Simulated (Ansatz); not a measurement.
# Calculations on CaF2

## 1. Relaxation

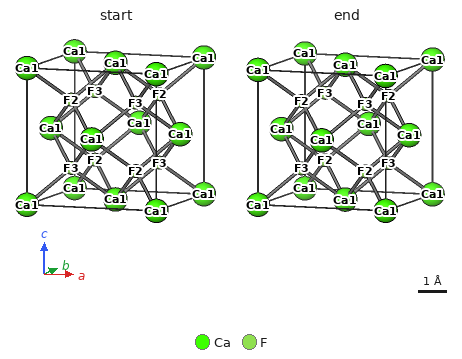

The structure of solid CaF2 (set up in Fm-3m) before (left) and after (right) a relaxation, at one scale.

Style: ball-and-stick. Shown: the conventional cell (4 times the calculation's cell), slightly off an axis. Lengths and directions refer to the drawn axes.

Case: relaxed at 60 GPa.

Level of theory: Ansatz, DFT PBE, scalar-relativistic, plane waves, PAW.

Input file:
```yaml
crystal:
  lattice:
    - [0.0, 2.4845050928, 2.4845050928]
    - [2.4845050928, 0.0, 2.4845050928]
    - [2.4845050928, 2.4845050928, 0.0]
  atoms:
    - { symbol: Ca, position: [0.0, 0.0, 0.0] }
    - { symbol: F, position: [0.75, 0.75, 0.75] }
    - { symbol: F, position: [0.25, 0.25, 0.25] }
basis:
  ecutwfc: 420
kpoints:
  mp_grid: { grid: [8, 8, 8] }
hamiltonian:
  xc: pbe
scf:
  occupations: { method: gaussian, width: 0.02 }
output:
  forces: true
  stress: true
  eigenvalues: true
relax:
  adjacent_minimum: "off"
  f_tol: 0.008
  max_steps: 50
  cell: { stress_tol: 0.08, p_target: 60.0 }
```

Launched with:
```bash
ansatz run input.yaml --threads 1 --pin off --max-ram 2560MiB --backend cpu --events-out ev --progress --plain --runs-dir out
```

**Summarise the run.**

The energy rises by 139 meV per atom in 3 accepted moves (5 points after the start). With the target pressure of 60 GPa, the enthalpy E + pV changes by −15.7 meV per atom. All forces vanish by symmetry, so only the cell relaxes. Pressure: 48.26 GPa at the start and 59.99 GPa at the end. At 2 points the geometry stayed and the basis and grid were re-selected for the new cell (energy shift of 1.4 meV per atom at most each time). The atoms keep their places relative to the cell (all moves are under 0.005 Å). The volume changes by −4.0 %, with a = b = c 4.969 → 4.901 Å (−1.4 %). Among the contacts that change: Ca1–Ca1 3.514 → 3.466 Å, Ca1–F2 2.152 → 2.122 Å. The space group stays Fm-3m (No. 225). Cost: 12 s on 1 thread of AMD EPYC (Zen 3), with other jobs on the host, peak memory 0.31 GiB.

## 2. Relaxation

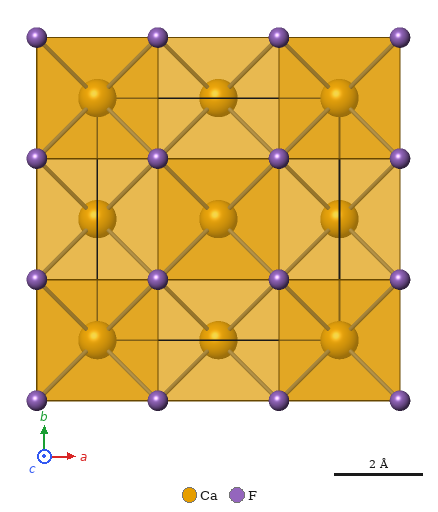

This is the input geometry for a relaxation of a crystal of CaF$_{2}$ (set up in Fm-3m). The picture is a polyhedral view of the conventional cell (4 times the calculation's cell), seen along the c axis. Lengths and directions refer to the drawn axes.

Case: relaxed at -3 GPa.

The calculation used DFT PBE, scalar-relativistic, plane waves, PAW (Ansatz 0.2.0).

Input file:
```yaml
crystal:
  lattice:
    - [0.0, 2.781733717, 2.781733717]
    - [2.781733717, 0.0, 2.781733717]
    - [2.781733717, 2.781733717, 0.0]
  atoms:
    - { symbol: Ca, position: [0.0, 0.0, 0.0] }
    - { symbol: F, position: [0.75, 0.75, 0.75] }
    - { symbol: F, position: [0.25, 0.25, 0.25] }
basis:
  ecutwfc: 420
kpoints:
  mp_grid: { grid: [8, 8, 8] }
hamiltonian:
  xc: pbe
scf:
  occupations: { method: gaussian, width: 0.02 }
output:
  forces: true
  stress: true
  eigenvalues: true
relax:
  adjacent_minimum: "off"
  f_tol: 0.008
  max_steps: 50
  cell: { stress_tol: 0.08, p_target: -3.0 }
```

Run as
```bash
ansatz run input.yaml --threads 1 --pin off --max-ram 2560MiB --backend cpu --events-out ev --progress --plain --runs-dir out
```

What does the optimiser find from here?

No atom moves by more than 0.005 Å relative to the cell. The drawn cell changes as follows: a = b = c 5.563 → 5.589 Å (+0.5 %); the volume changes by +1.4 %. Near-neighbour distances that change, for instance: Ca1–F2 2.409 → 2.420 Å. The space group stays Fm-3m (No. 225). Over 3 accepted moves (5 points after the start) the energy rises by 9.5 meV per cell of the calculation. With the target pressure of -3 GPa, the enthalpy E + pV changes by −1.8 meV per cell of the calculation. All forces vanish by symmetry, so only the cell relaxes. The pressure goes from −2.07 to −2.99 GPa. At 2 points the geometry stayed and the basis and grid were re-selected for the new cell (energy shift of 1.9 meV per cell of the calculation at most each time).

History of the run:

```json
{"step": "0", "E − E(0), meV/atom": "0.00", "pressure, GPa": "-2.07", "volume, Å³/atom": "14.350", "note": ""}
{"step": "1", "E − E(0), meV/atom": "3.04", "pressure, GPa": "-2.90", "volume, Å³/atom": "14.512", "note": ""}
{"step": "2", "E − E(0), meV/atom": "3.48", "pressure, GPa": "-3.00", "volume, Å³/atom": "14.532", "note": ""}
{"step": "3", "E − E(0), meV/atom": "2.86", "pressure, GPa": "-2.90", "volume, Å³/atom": "14.532", "note": "same geometry, new basis"}
{"step": "4", "E − E(0), meV/atom": "3.29", "pressure, GPa": "-2.99", "volume, Å³/atom": "14.552", "note": ""}
{"step": "5", "E − E(0), meV/atom": "3.18", "pressure, GPa": "-2.99", "volume, Å³/atom": "14.552", "note": "same geometry, new basis"}
```

## 3. A change

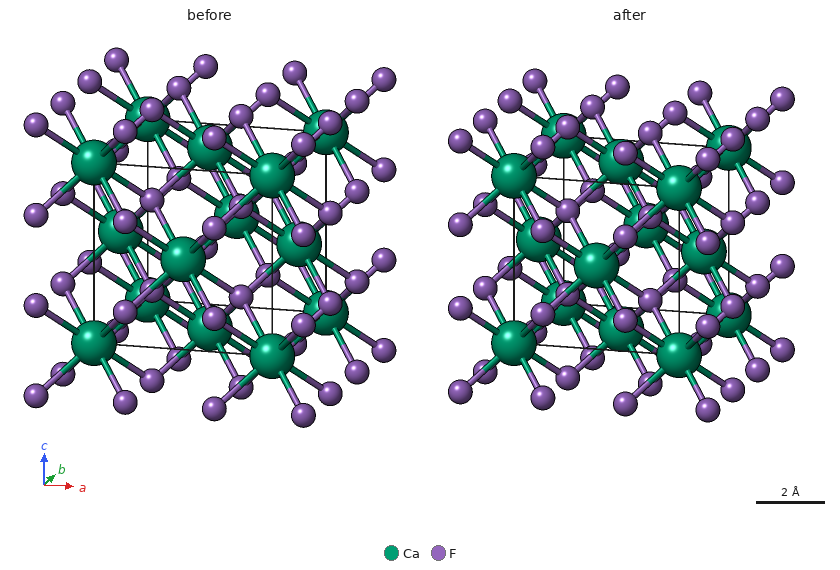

Left: a crystal of CaF₂ (set up in Fm-3m). Right: the same structure after one change, at the same scale. The picture is a ball-and-stick view of the conventional cell (4 times the calculation's cell), seen slightly off an axis. Lengths and directions refer to the drawn axes.

The calculation used DFT PBE, scalar-relativistic, plane waves, PAW (Ansatz). Settings: plane-wave cutoff 420 eV; k-point mesh 8 × 8 × 8; occupations gaussian; smearing width 0.02 eV; no spin polarisation.

The crystal is put under a hydrostatic pressure of 30 GPa. Cell and atoms are relaxed at that pressure.

Question: What does the change do?

Answer: The energy rises by 217 meV per atom. The pressure goes from 0.0 to 29.9 GPa. Cell: a = b = c 5.512 → 5.103 Å (−7.4 %). Volume −20.6 %. The atoms keep their places relative to the cell (all moves are under 0.005 Å). Near-neighbour distances before and after: Ca–F 2.387 → 2.210 Å. The space group stays Fm-3m (No. 225).
